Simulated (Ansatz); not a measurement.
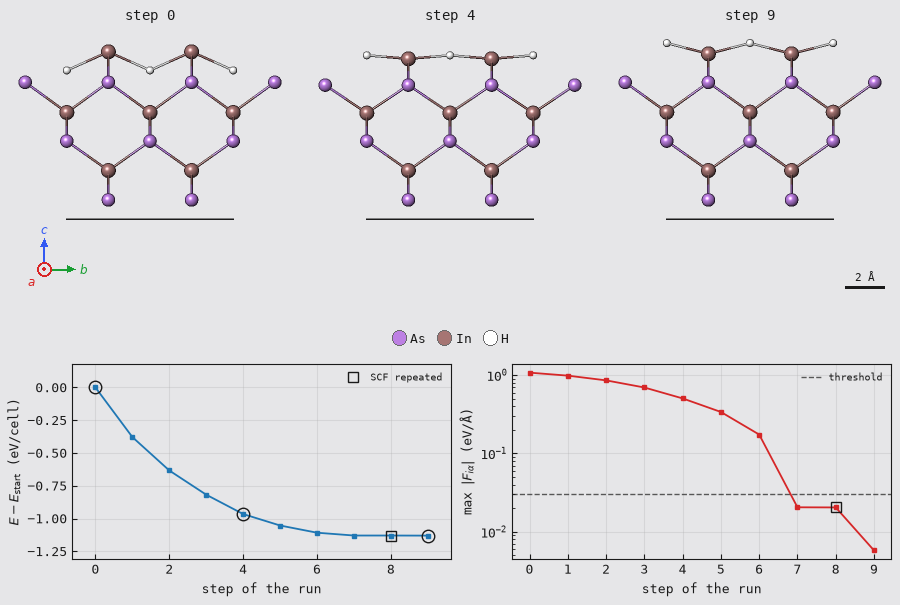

Frames of a constrained relaxation of a slab of composition In3As3H (cut from the F-43m phase), marked on the history of the run. The picture is a ball-and-stick view of the 1 × 2 repeat of the cell, outlined in the plane, without the vacuum, seen along the a axis.

Case: H put at a bridge In-In site. The slab is the (1 0 0) face of InAs with H on it. 3 atoms are held fixed.

Method: DFT PBEsol, scalar-relativistic, plane waves, PAW (Ansatz).

Input
```yaml
crystal:
  lattice:
    - [4.3044884334, 0.0, 0.0]
    - [0.0, 4.3044884334, 0.0]
    - [0.0, 0.0, 26.609332402]
  atoms:
    - { symbol: As, position: [0.0, 0.5, 0.3194368003] }
    - { symbol: In, position: [0.5, 0.5, 0.3766297602] }
    - { symbol: As, position: [0.5, 0.0, 0.4338227201] }
    - { symbol: In, position: [0.0, 0.0, 0.4894380325] }
    - { symbol: As, position: [0.0, 0.5, 0.5482065611] }
    - { symbol: In, position: [0.5, 0.5, 0.6074784776] }
    - { symbol: H, position: [0.5, 1.0, 0.5714009095] }
basis:
  ecutwfc: 420
kpoints:
  mp_grid: { grid: [7, 7, 1] }
hamiltonian:
  xc: pbesol
scf:
  occupations: { method: gaussian, width: 0.1 }
output:
  forces: true
  eigenvalues: true
  write_density: true
  write_potential: true
  elf: true
  volumetric_format: npy
relax:
  adjacent_minimum: "off"
  f_tol: 0.03
  max_steps: 70
  constraints: [{ sites: [0, 1, 2] }]
efield:
  axis: 3
  dipole_correction: true
  ramp_width: 0.04
```

Run as
```bash
ansatz run input.yaml --threads 2 --pin off --max-ram 5120MiB --backend cpu --events-out ev --progress --plain --runs-dir out
```

Describe the path.

After 8 accepted moves (9 points after the start) the energy has fallen by 1.130 eV per cell of the calculation. The largest force component goes from 1.1 to 0.0058 eV/Å. 1 step only repeated the SCF at the same geometry. The largest move is that of H7, 1.41 Å along the normal (+c). Largest moves by element: H 1.41 Å, In 0.10 Å. As stays in place. The cell doesn't change. Near-neighbour distances that change, for instance: In6–H7 2.357 → 2.223 Å, As5–In6 2.668 → 2.609 Å, In4–As5 2.660 → 2.649 Å, As3–In4 2.612 → 2.621 Å. Among the angles between lasting bonds that change: In6–As5–In6 107.5° → 111.1°, As5–In6–As5 107.5° → 111.1°. From step 0 to 4: H7 moves most (0.78 Å), energy −0.966 eV per cell of the calculation. From step 4 to 9: H7 moves most (0.63 Å), energy −0.164 eV per cell of the calculation.

Limits of the set-up: the periodic images lie only 4.3 Å apart, so the values are limited by the cell's size.
